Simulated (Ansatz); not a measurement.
## Geometry relaxation of Ge₃Si₂ (part 1 of 2)

System: Ge₃Si₂ (5 atoms in the cell).
Method: DFT PBE, scalar-relativistic, plane waves, PAW, no spin polarisation (Ansatz 0.2.0).

The structure was made by a generator, so it may or may not be a known phase.

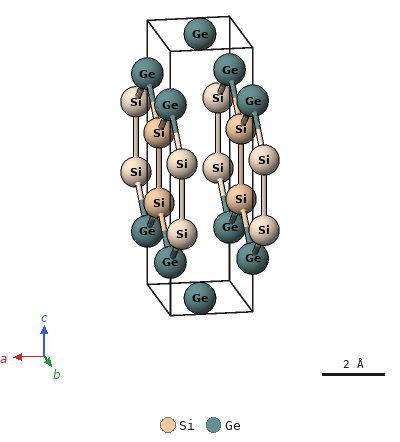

*The structure as given in the input (ball-and-stick view of the cell of the calculation, seen at an oblique angle; neighbours outside the cell are drawn fainter).*

## Summary

- outcome: converged
- space group (tolerance 0.01 Å): Pmmm (47)
- electrons treated: 50
- free energy: −14154.6040 eV
- Fermi energy: 8.746 eV
- gap on the k-point mesh: none (metallic)
- pressure: 0.00 GPa
- final volume: 98.87 Å³
- largest force (length of the vector) at the end: 0.001 eV/Å
- final cell: a = 2.675 Å, b = 4.216 Å, c = 8.766 Å, α = 90.00°, β = 90.00°, γ = 90.00°
- hardware: 1 thread of Arm Neoverse V2, 24 GiB of memory available, shared host
- wall time: 3.5 min
- peak memory: 0.59 GiB

## Input file
```yaml
crystal:
  lattice:
    - [2.724174148, 0.0, 0.0]
    - [0.0, 4.0750325424, 0.0]
    - [0.0, 0.0, 8.900911598]
  atoms:
    - { symbol: Si, position: [0.0, 0.5, 0.3669896703] }
    - { symbol: Si, position: [0.0, 0.5, 0.6330103297] }
    - { symbol: Ge, position: [0.5, 0.5, 0.0] }
    - { symbol: Ge, position: [0.0, 0.0, 0.7984220511] }
    - { symbol: Ge, position: [0.0, 0.0, 0.2015779489] }
basis:
  ecutwfc: 420
kpoints:
  mp_grid: { grid: [14, 10, 4] }
hamiltonian:
  xc: pbe
scf:
  occupations: { method: gaussian, width: 0.1 }
output:
  forces: true
  stress: true
  eigenvalues: true
  write_density: true
  write_potential: true
  elf: true
  volumetric_format: npy
relax:
  adjacent_minimum: "off"
  f_tol: 0.01
  max_steps: 80
  cell: { stress_tol: 0.05 }
```

Command:
```bash
ansatz run input.yaml --threads 1 --pin off --max-ram 2560MiB --backend cpu --events-out ev --progress --plain --runs-dir out
```

## Output
```
Engine: ansatz 0.2.0, aarch64-unknown-linux-gnu
Pseudopotentials: kind: paw
Pseudopotential: Si, paw, valence charge 4, recommended cutoff 420 eV (normal), Si.paw.azcp
Pseudopotential: Ge, paw, valence charge 14, recommended cutoff 420 eV (normal), Ge.paw.azcp
Functional definition: PBE
  parameter kappa = 0.804
  parameter beta = 0.06672455060314922
  exchange = pbe_x(kappa = kappa, mu = beta*pi^2/3)
  correlation = pbe_c(beta = beta)
Crystal: 5 atoms, lattice volume = 98.810 Å³
Basis set: ecut = 420 eV, 1949 PW (Γ), exchange–correlation on 40×60×120 points (8 copies of the dense FFT grid, shifted against one another)
Bands: 30, of which v1, the nominal top of the filled ones, is band 25 counted from 1 (24 counted from 0)
Symmetry: 8 space group operations
Space group: Pmmm (ITA 47), of the structure as read, at distance tolerance 4.6e-5 Å
k-points: 144 of 560
Non-local potential: Si, projectors of the file, l = 0: 2, l = 1: 2, l = 2: 2
Non-local potential: Ge, projectors of the file, l = 0: 2, l = 1: 2, l = 2: 3, l = 3: 1
PAW form: soft (Blöchl's): semilocal exchange-correlation on the pseudo side does not see the compensation charge
PAW one-centre angular grid: Si, 110 points (default); XC on 64 Gauss nodes
PAW one-centre angular grid: Ge, 590 points (default); XC on 64 Gauss nodes
Initial density: superposition of atomic densities (neutral atoms: chi_scale 0, normalization atom), corrected by the library's trained network
Initial wavefunctions: pseudopotential atomic-orbital guess
Functional: x = pbe(κ = 0.804, μ = 0.2195149727645171), c = pbe(β = 0.06672455060314922)
SCF iter   1: F=—  HF=-14154.575104 eV  |F-HF|=—  |Δ(HF+E_count)|=         —  Δρ=2.31e-3  dr2=1.73e-2  ethr=1.77e-3  ⟨swp⟩=5.9  Hψ=18062  notcnv=0
preconditioner: auto → LDOS  [metal: Δε(μ)=0.006 eV  Ē_g=19.185 eV  σ=0.100 eV  W_gap=0.03  n_scr=22 (ndim 8)  ℏωp=26.4 eV  f_vac=0.016  D(μ)=1.84/eV (n_scr^D=10)  β→1.0]
SCF iter   2: F=—  HF=-14154.572851 eV  |F-HF|=—  |Δ(HF+E_count)|=   2.25e-3  Δρ=1.09e-3  dr2=2.63e-3  ethr=3.46e-5  ⟨swp⟩=2.9  Hψ=8873  notcnv=0  defer=3
SCF iter   3: F=—  HF=-14154.572225 eV  |F-HF|=—  |Δ(HF+E_count)|=   6.26e-4  Δρ=3.21e-4  dr2=2.09e-4  ethr=5.26e-6  ⟨swp⟩=2.0  Hψ=7845  notcnv=0  defer=3
SCF iter   4: F=—  HF=-14154.572172 eV  |F-HF|=—  |Δ(HF+E_count)|=   5.21e-5  Δρ=7.25e-5  dr2=1.09e-5  ethr=4.17e-7  ⟨swp⟩=2.0  Hψ=7815  notcnv=0  defer=3
SCF iter   5: F=—  HF=-14154.572261 eV  |F-HF|=—  |Δ(HF+E_count)|=   8.84e-5  Δρ=2.48e-5  dr2=5.23e-7  ethr=2.17e-8  ⟨swp⟩=2.0  Hψ=7843  notcnv=0  defer=3
SCF iter   6: F=-14154.572261 eV  HF=-14154.572261 eV  |F-HF|=1.68e-8  |Δ(HF+E_count)|=   2.53e-7  Δρ=5.51e-6  dr2=2.35e-8  ethr=2.00e-10  ⟨swp⟩=10.7  Hψ=32302  notcnv=0
SCF 1 converged in 6 iterations: F = -14154.572261 eV  dr2 = 2.35e-8
  Residual-converged pass: ⟨swp⟩=1.0  Hψ=4897  notcnv=0  max |occ|·‖R‖ = 7.0e-9 eV (tolerance 1.0e-8 eV)  dr2=2.35e-8  dr2_onsite=7.71e-9  max |Δocc| = 2.1e-10
  greatest PAW one-centre occupation: 0.998 electrons in one spin orbital (limit 2), on the Ge atom at site 2 (counted from 0), in its partial waves of l = 2
relax step   1: F+E_penalty+E_count = -14154.57226067 eV  Δ(F+E_penalty+E_count) = +0.000e0 eV  max|allowed force component| = 1.081e-1 eV/Å  Δτ_max = 0.0000 Å  P = +0.001 GPa  Ω = 98.810 Å³  (6 SCF iters, dr2 threshold 1.00e-7 eV, accepted)
Crystal: 5 atoms, lattice volume = 99.635 Å³
Basis set: ecut = 420 eV, 1961 PW (Γ), exchange–correlation on 40×60×120 points (8 copies of the dense FFT grid, shifted against one another)
Initial density: handed on by an earlier stage of this run
Initial wavefunctions: those handed on with the density
iter 1 solved again at ethr=2.38e-5 eV; its pass at ethr=3.10e-3 eV (dr2=1.19e-2 eV) is discarded
SCF iter   1: F=—  HF=-14154.598977 eV  |F-HF|=—  |Δ(HF+E_count)|=         —  Δρ=2.80e-3  dr2=1.20e-2  ethr=2.38e-5  ⟨swp⟩=1.1  Hψ=24624  notcnv=0
preconditioner: auto → LDOS  [metal: Δε(μ)=0.029 eV  Ē_g=19.186 eV  σ=0.100 eV  W_gap=0.16  n_scr=18 (ndim 8)  ℏωp=26.3 eV  f_vac=0.016  D(μ)=1.65/eV (n_scr^D=10)  β→1.0]
SCF iter   2: F=—  HF=-14154.597180 eV  |F-HF|=—  |Δ(HF+E_count)|=   1.80e-3  Δρ=7.66e-4  dr2=1.56e-3  ethr=2.38e-5  ⟨swp⟩=2.1  Hψ=5628  notcnv=0
SCF iter   3: F=—  HF=-14154.596981 eV  |F-HF|=—  |Δ(HF+E_count)|=   1.99e-4  Δρ=2.24e-4  dr2=1.64e-4  ethr=3.11e-6  ⟨swp⟩=2.5  Hψ=6898  notcnv=0
SCF iter   4: F=—  HF=-14154.597003 eV  |F-HF|=—  |Δ(HF+E_count)|=   2.16e-5  Δρ=4.22e-5  dr2=3.33e-6  ethr=3.29e-7  ⟨swp⟩=2.7  Hψ=7076  notcnv=0
SCF iter   5: F=-14154.597003 eV  HF=-14154.597003 eV  |F-HF|=5.26e-7  |Δ(HF+E_count)|=   1.25e-7  Δρ=1.65e-5  dr2=2.98e-7  ethr=1.00e-9  ⟨swp⟩=10.7  Hψ=36841  notcnv=0
the search or the solves at the SCF's close seem to have found levels that the self-consistency loop had missed (the run counts 1). By its estimate they hold under 1e-12 electrons; where the run keeps them, the occupations were computed again with them
SCF 2 converged in 5 iterations: F = -14154.597003 eV  dr2 = 2.98e-7
relax step   2: F+E_penalty+E_count = -14154.59700259 eV  Δ(F+E_penalty+E_count) = -2.474e-2 eV  max|allowed force component| = 8.868e-2 eV/Å  Δτ_max = 0.0558 Å  P = -0.268 GPa  Ω = 99.635 Å³  energy of the carried Pulay correction = -1.404e-4 eV  (5 SCF iters, dr2 threshold 5.00e-7 eV, accepted)
Crystal: 5 atoms, lattice volume = 99.191 Å³
Basis set: ecut = 420 eV, 1945 PW (Γ), exchange–correlation on 40×60×120 points (8 copies of the dense FFT grid, shifted against one another)
iter 1 solved again at ethr=4.29e-5 eV; its pass at ethr=3.10e-3 eV (dr2=2.15e-2 eV) is discarded
SCF iter   1: F=—  HF=-14154.595836 eV  |F-HF|=—  |Δ(HF+E_count)|=         —  Δρ=2.64e-3  dr2=2.09e-2  ethr=4.29e-5  ⟨swp⟩=1.0  Hψ=21915  notcnv=0
preconditioner: auto → LDOS  [metal: Δε(μ)=0.010 eV  Ē_g=19.215 eV  σ=0.100 eV  W_gap=0.06  n_scr=18 (ndim 8)  ℏωp=26.4 eV  f_vac=0.022  D(μ)=1.89/eV (n_scr^D=10)  β→1.0]
SCF iter   2: F=—  HF=-14154.593505 eV  |F-HF|=—  |Δ(HF+E_count)|=   2.33e-3  Δρ=1.13e-3  dr2=4.49e-3  ethr=4.18e-5  ⟨swp⟩=2.0  Hψ=5456  notcnv=0
SCF iter   3: F=—  HF=-14154.592823 eV  |F-HF|=—  |Δ(HF+E_count)|=   6.82e-4  Δρ=2.14e-4  dr2=1.60e-4  ethr=8.99e-6  ⟨swp⟩=2.0  Hψ=5579  notcnv=0
SCF iter   4: F=—  HF=-14154.592872 eV  |F-HF|=—  |Δ(HF+E_count)|=   4.96e-5  Δρ=4.77e-5  dr2=2.88e-6  ethr=3.21e-7  ⟨swp⟩=2.0  Hψ=5486  notcnv=0
SCF iter   5: F=—  HF=-14154.592872 eV  |F-HF|=—  |Δ(HF+E_count)|=   1.84e-7  Δρ=2.15e-5  dr2=3.13e-7  ethr=1.00e-9  ⟨swp⟩=10.9  Hψ=38107  notcnv=0
SCF iter   6: F=-14154.592872 eV  HF=-14154.592872 eV  |F-HF|=2.90e-8  |Δ(HF+E_count)|=   2.50e-7  Δρ=5.32e-6  dr2=1.64e-8  ethr=6.25e-10  ⟨swp⟩=8.0  Hψ=27635  notcnv=0
SCF 3 converged in 6 iterations: F = -14154.592872 eV  dr2 = 1.64e-8
relax step   3: F+E_penalty+E_count = -14154.59287190 eV  Δ(F+E_penalty+E_count) = +4.131e-3 eV  max|allowed force component| = 2.816e-1 eV/Å  Δτ_max = 0.0412 Å  P = -0.169 GPa  Ω = 99.191 Å³  energy of the carried Pulay correction = -6.490e-5 eV  (6 SCF iters, dr2 threshold 5.00e-7 eV, rejected (line search))
Crystal: 5 atoms, lattice volume = 99.181 Å³
iter 1 solved again at ethr=2.18e-5 eV; its pass at ethr=3.10e-3 eV (dr2=1.09e-2 eV) is discarded
SCF iter   1: F=—  HF=-14154.602075 eV  |F-HF|=—  |Δ(HF+E_count)|=         —  Δρ=1.83e-3  dr2=1.15e-2  ethr=2.18e-5  ⟨swp⟩=2.0  Hψ=18524  notcnv=0
preconditioner: auto → LDOS  [metal: Δε(μ)=0.037 eV  Ē_g=19.194 eV  σ=0.100 eV  W_gap=0.20  n_scr=18 (ndim 8)  ℏωp=26.4 eV  f_vac=0.018  D(μ)=1.73/eV (n_scr^D=10)  β→1.0]
SCF iter   2: F=—  HF=-14154.600886 eV  |F-HF|=—  |Δ(HF+E_count)|=   1.19e-3  Δρ=8.33e-4  dr2=2.82e-3  ethr=2.18e-5  ⟨swp⟩=2.0  Hψ=5433  notcnv=0
SCF iter   3: F=—  HF=-14154.600407 eV  |F-HF|=—  |Δ(HF+E_count)|=   4.79e-4  Δρ=1.51e-4  dr2=7.12e-5  ethr=5.65e-6  ⟨swp⟩=2.0  Hψ=5453  notcnv=0
SCF iter   4: F=—  HF=-14154.600463 eV  |F-HF|=—  |Δ(HF+E_count)|=   5.54e-5  Δρ=3.03e-5  dr2=1.37e-6  ethr=1.42e-7  ⟨swp⟩=2.0  Hψ=5503  notcnv=0
SCF iter   5: F=—  HF=-14154.600463 eV  |F-HF|=—  |Δ(HF+E_count)|=   5.80e-7  Δρ=1.07e-5  dr2=9.77e-8  ethr=2.74e-9  ⟨swp⟩=2.0  Hψ=7930  notcnv=0
SCF iter   6: F=—  HF=-14154.600463 eV  |F-HF|=—  |Δ(HF+E_count)|=   4.96e-8  Δρ=2.13e-6  dr2=5.19e-9  ethr=1.95e-10  ⟨swp⟩=2.0  Hψ=7930  notcnv=0
SCF iter   7: F=—  HF=-14154.600463 eV  |F-HF|=—  |Δ(HF+E_count)|=   2.40e-9  Δρ=5.25e-7  dr2=2.96e-10  ethr=1.04e-11  ⟨swp⟩=2.2  Hψ=6063  notcnv=0
SCF iter   8: F=-14154.600463 eV  HF=-14154.600463 eV  |F-HF|=1.46e-11  |Δ(HF+E_count)|=  1.87e-10  Δρ=1.26e-7  dr2=2.25e-11  ethr=1.00e-12  ⟨swp⟩=6.1  Hψ=20485  notcnv=0
the search or the solves at the SCF's close seem to have found levels that the self-consistency loop had missed (the run counts 2). By its estimate they hold under 1e-12 electrons; where the run keeps them, the occupations were computed again with them
SCF 4 converged in 8 iterations: F = -14154.600463 eV  dr2 = 2.25e-11
relax step   4: F+E_penalty+E_count = -14154.60046315 eV  Δ(F+E_penalty+E_count) = -3.461e-3 eV  max|allowed force component| = 2.008e-2 eV/Å  Δτ_max = 0.0133 Å  P = -0.064 GPa  Ω = 99.181 Å³  energy of the carried Pulay correction = -6.328e-5 eV  (8 SCF iters, accepted)
Crystal: 5 atoms, lattice volume = 99.287 Å³
Basis set: ecut = 420 eV, 1951 PW (Γ), exchange–correlation on 40×60×120 points (8 copies of the dense FFT grid, shifted against one another)
iter 1 solved again at ethr=1.59e-6 eV; its pass at ethr=3.10e-3 eV (dr2=7.93e-4 eV) is discarded
SCF iter   1: F=—  HF=-14154.602514 eV  |F-HF|=—  |Δ(HF+E_count)|=         —  Δρ=6.73e-4  dr2=8.40e-4  ethr=1.59e-6  ⟨swp⟩=2.1  Hψ=23157  notcnv=0
preconditioner: auto → LDOS  [metal: Δε(μ)=0.017 eV  Ē_g=19.194 eV  σ=0.100 eV  W_gap=0.10  n_scr=18 (ndim 8)  ℏωp=26.4 eV  f_vac=0.020  D(μ)=1.82/eV (n_scr^D=10)  β→1.0]
SCF iter   2: F=—  HF=-14154.602452 eV  |F-HF|=—  |Δ(HF+E_count)|=   6.20e-5  Δρ=2.01e-4  dr2=1.36e-4  ethr=1.59e-6  ⟨swp⟩=2.0  Hψ=5517  notcnv=0
SCF iter   3: F=—  HF=-14154.602516 eV  |F-HF|=—  |Δ(HF+E_count)|=   6.40e-5  Δρ=5.93e-5  dr2=1.44e-5  ethr=2.72e-7  ⟨swp⟩=2.0  Hψ=5616  notcnv=0
SCF iter   4: F=—  HF=-14154.602514 eV  |F-HF|=—  |Δ(HF+E_count)|=   2.27e-6  Δρ=1.33e-5  dr2=3.15e-7  ethr=2.88e-8  ⟨swp⟩=2.8  Hψ=7695  notcnv=0
SCF iter   5: F=-14154.602514 eV  HF=-14154.602514 eV  |F-HF|=6.31e-8  |Δ(HF+E_count)|=   5.85e-9  Δρ=5.96e-6  dr2=3.20e-8  ethr=4.84e-10  ⟨swp⟩=9.2  Hψ=30861  notcnv=0
SCF 5 converged in 5 iterations: F = -14154.602514 eV  dr2 = 3.20e-8
relax step   5: F+E_penalty+E_count = -14154.60251351 eV  Δ(F+E_penalty+E_count) = -2.050e-3 eV  max|allowed force component| = 3.774e-2 eV/Å  Δτ_max = 0.0100 Å  P = -0.218 GPa  Ω = 99.287 Å³  energy of the carried Pulay correction = -8.131e-5 eV  (5 SCF iters, dr2 threshold 2.42e-7 eV, accepted)
Crystal: 5 atoms, lattice volume = 98.684 Å³
Basis set: ecut = 420 eV, 1955 PW (Γ), exchange–correlation on 40×60×120 points (8 copies of the dense FFT grid, shifted against one another)
iter 1 solved again at ethr=6.88e-6 eV; its pass at ethr=3.10e-3 eV (dr2=3.44e-3 eV) is discarded
SCF iter   1: F=—  HF=-14154.599629 eV  |F-HF|=—  |Δ(HF+E_count)|=         —  Δρ=1.32e-3  dr2=3.41e-3  ethr=6.88e-6  ⟨swp⟩=1.5  Hψ=23535  notcnv=0
preconditioner: auto → LDOS  [metal: Δε(μ)=0.009 eV  Ē_g=19.202 eV  σ=0.100 eV  W_gap=0.05  n_scr=18 (ndim 8)  ℏωp=26.4 eV  f_vac=0.022  D(μ)=1.49/eV (n_scr^D=10)  β→1.0]
SCF iter   2: F=—  HF=-14154.599524 eV  |F-HF|=—  |Δ(HF+E_count)|=   1.05e-4  Δρ=4.94e-4  dr2=1.25e-3  ethr=6.83e-6  ⟨swp⟩=2.0  Hψ=5618  notcnv=0
SCF iter   3: F=—  HF=-14154.599362 eV  |F-HF|=—  |Δ(HF+E_count)|=   1.62e-4  Δρ=1.27e-4  dr2=7.16e-5  ethr=2.51e-6  ⟨swp⟩=2.0  Hψ=5339  notcnv=0
SCF iter   4: F=—  HF=-14154.599430 eV  |F-HF|=—  |Δ(HF+E_count)|=   6.75e-5  Δρ=2.90e-5  dr2=1.12e-6  ethr=1.43e-7  ⟨swp⟩=2.1  Hψ=5756  notcnv=0
SCF iter   5: F=-14154.599430 eV  HF=-14154.599430 eV  |F-HF|=1.85e-7  |Δ(HF+E_count)|=   3.23e-8  Δρ=1.09e-5  dr2=9.84e-8  ethr=4.23e-10  ⟨swp⟩=10.3  Hψ=37555  notcnv=0
the search or the solves at the SCF's close seem to have found levels that the self-consistency loop had missed (the run counts 1). By its estimate they hold under 1e-12 electrons; where the run keeps them, the occupations were computed again with them
SCF 6 converged in 5 iterations: F = -14154.599430 eV  dr2 = 9.84e-8
relax step   6: F+E_penalty+E_count = -14154.59942970 eV  Δ(F+E_penalty+E_count) = +3.084e-3 eV  max|allowed force component| = 1.483e-2 eV/Å  Δτ_max = 0.0290 Å  P = +0.005 GPa  Ω = 98.684 Å³  energy of the carried Pulay correction = +2.147e-5 eV  (5 SCF iters, dr2 threshold 2.11e-7 eV, rejected (line search))
Crystal: 5 atoms, lattice volume = 98.870 Å³
Basis set: ecut = 420 eV, 1939 PW (Γ), exchange–correlation on 40×60×120 points (8 copies of the dense FFT grid, shifted against one another)
iter 1 solved again at ethr=3.87e-6 eV; its pass at ethr=3.10e-3 eV (dr2=1.94e-3 eV) is discarded
SCF iter   1: F=—  HF=-14154.603740 eV  |F-HF|=—  |Δ(HF+E_count)|=         —  Δρ=9.55e-4  dr2=1.98e-3  ethr=3.87e-6  ⟨swp⟩=2.0  Hψ=23829  notcnv=0
preconditioner: auto → LDOS  [metal: Δε(μ)=0.027 eV  Ē_g=19.204 eV  σ=0.100 eV  W_gap=0.15  n_scr=18 (ndim 8)  ℏωp=26.4 eV  f_vac=0.021  D(μ)=1.68/eV (n_scr^D=10)  β→1.0]
SCF iter   2: F=—  HF=-14154.603662 eV  |F-HF|=—  |Δ(HF+E_count)|=   7.86e-5  Δρ=3.03e-4  dr2=4.37e-4  ethr=3.87e-6  ⟨swp⟩=2.0  Hψ=5428  notcnv=0
SCF iter   3: F=—  HF=-14154.603619 eV  |F-HF|=—  |Δ(HF+E_count)|=   4.26e-5  Δρ=9.15e-5  dr2=3.83e-5  ethr=8.73e-7  ⟨swp⟩=2.0  Hψ=5434  notcnv=0
SCF iter   4: F=—  HF=-14154.603692 eV  |F-HF|=—  |Δ(HF+E_count)|=   7.32e-5  Δρ=1.81e-5  dr2=5.39e-7  ethr=7.66e-8  ⟨swp⟩=2.1  Hψ=5300  notcnv=0
SCF iter   5: F=—  HF=-14154.603693 eV  |F-HF|=—  |Δ(HF+E_count)|=   1.03e-6  Δρ=7.54e-6  dr2=4.80e-8  ethr=1.08e-9  ⟨swp⟩=2.0  Hψ=7944  notcnv=0
SCF iter   6: F=—  HF=-14154.603693 eV  |F-HF|=—  |Δ(HF+E_count)|=   3.51e-8  Δρ=1.42e-6  dr2=1.41e-9  ethr=9.59e-11  ⟨swp⟩=2.0  Hψ=7936  notcnv=0
SCF iter   7: F=—  HF=-14154.603693 eV  |F-HF|=—  |Δ(HF+E_count)|=   1.50e-9  Δρ=3.98e-7  dr2=1.96e-10  ethr=2.83e-12  ⟨swp⟩=2.0  Hψ=5786  notcnv=0
SCF iter   8: F=-14154.603693 eV  HF=-14154.603693 eV  |F-HF|=5.46e-12  |Δ(HF+E_count)|=  4.91e-11  Δρ=9.57e-8  dr2=9.14e-12  ethr=1.00e-12  ⟨swp⟩=6.0  Hψ=19186  notcnv=0
SCF 7 converged in 8 iterations: F = -14154.603693 eV  dr2 = 9.14e-12
relax step   7: F+E_penalty+E_count = -14154.60369337 eV  Δ(F+E_penalty+E_count) = -1.180e-3 eV  max|allowed force component| = 1.031e-2 eV/Å  Δτ_max = 0.0087 Å  P = +0.019 GPa  Ω = 98.870 Å³  energy of the carried Pulay correction = -1.030e-5 eV  (8 SCF iters, accepted)
Crystal: 5 atoms, lattice volume = 98.824 Å³
Basis set: ecut = 420 eV, 1947 PW (Γ), exchange–correlation on 40×60×120 points (8 copies of the dense FFT grid, shifted against one another)
iter 1 solved again at ethr=6.43e-7 eV; its pass at ethr=3.10e-3 eV (dr2=3.21e-4 eV) is discarded
SCF iter   1: F=—  HF=-14154.603733 eV  |F-HF|=—  |Δ(HF+E_count)|=         —  Δρ=3.56e-4  dr2=3.10e-4  ethr=6.43e-7  ⟨swp⟩=2.3  Hψ=21619  notcnv=0
preconditioner: auto → LDOS  [metal: Δε(μ)=0.008 eV  Ē_g=19.201 eV  σ=0.100 eV  W_gap=0.04  n_scr=18 (ndim 8)  ℏωp=26.4 eV  f_vac=0.021  D(μ)=1.54/eV (n_scr^D=10)  β→1.0]
SCF iter   2: F=—  HF=-14154.603716 eV  |F-HF|=—  |Δ(HF+E_count)|=   1.71e-5  Δρ=1.52e-4  dr2=1.12e-4  ethr=6.20e-7  ⟨swp⟩=2.0  Hψ=5658  notcnv=0
SCF iter   3: F=—  HF=-14154.603700 eV  |F-HF|=—  |Δ(HF+E_count)|=   1.56e-5  Δρ=3.50e-5  dr2=4.40e-6  ethr=2.23e-7  ⟨swp⟩=2.0  Hψ=5447  notcnv=0
SCF iter   4: F=—  HF=-14154.603778 eV  |F-HF|=—  |Δ(HF+E_count)|=   7.77e-5  Δρ=9.42e-6  dr2=6.39e-8  ethr=8.80e-9  ⟨swp⟩=2.0  Hψ=7947  notcnv=0
SCF iter   5: F=-14154.603778 eV  HF=-14154.603778 eV  |F-HF|=1.71e-8  |Δ(HF+E_count)|=   1.16e-8  Δρ=3.36e-6  dr2=1.05e-8  ethr=4.17e-11  ⟨swp⟩=8.9  Hψ=30196  notcnv=0
SCF 8 converged in 5 iterations: F = -14154.603778 eV  dr2 = 1.05e-8
relax step   8: F+E_penalty+E_count = -14154.60377784 eV  Δ(F+E_penalty+E_count) = -8.447e-5 eV  max|allowed force component| = 1.520e-2 eV/Å  Δτ_max = 0.0080 Å  P = +0.016 GPa  Ω = 98.824 Å³  energy of the carried Pulay correction = -2.342e-6 eV  (5 SCF iters, dr2 threshold 2.09e-8 eV, accepted)
Crystal: 5 atoms, lattice volume = 98.868 Å³
iter 1 solved again at ethr=1.42e-7 eV; its pass at ethr=3.10e-3 eV (dr2=7.08e-5 eV) is discarded
SCF iter   1: F=—  HF=-14154.603822 eV  |F-HF|=—  |Δ(HF+E_count)|=         —  Δρ=1.73e-4  dr2=6.88e-5  ethr=1.42e-7  ⟨swp⟩=2.3  Hψ=21281  notcnv=0
preconditioner: auto → LDOS  [metal: Δε(μ)=0.020 eV  Ē_g=19.200 eV  σ=0.100 eV  W_gap=0.11  n_scr=18 (ndim 8)  ℏωp=26.4 eV  f_vac=0.021  D(μ)=1.60/eV (n_scr^D=10)  β→1.0]
SCF iter   2: F=—  HF=-14154.603897 eV  |F-HF|=—  |Δ(HF+E_count)|=   7.51e-5  Δρ=7.22e-5  dr2=2.17e-5  ethr=1.38e-7  ⟨swp⟩=2.0  Hψ=5685  notcnv=0
SCF iter   3: F=—  HF=-14154.603892 eV  |F-HF|=—  |Δ(HF+E_count)|=   4.65e-6  Δρ=1.60e-5  dr2=9.02e-7  ethr=4.34e-8  ⟨swp⟩=2.0  Hψ=5484  notcnv=0
SCF iter   4: F=—  HF=-14154.603893 eV  |F-HF|=—  |Δ(HF+E_count)|=   6.24e-7  Δρ=3.47e-6  dr2=7.91e-9  ethr=2.89e-11  ⟨swp⟩=7.4  Hψ=29238  notcnv=0
SCF iter   5: F=-14154.603893 eV  HF=-14154.603893 eV  |F-HF|=3.04e-9  |Δ(HF+E_count)|=   4.34e-9  Δρ=1.31e-6  dr2=1.35e-9  ethr=1.58e-11  ⟨swp⟩=5.0  Hψ=25021  notcnv=0
SCF 9 converged in 5 iterations: F = -14154.603893 eV  dr2 = 1.35e-9
```
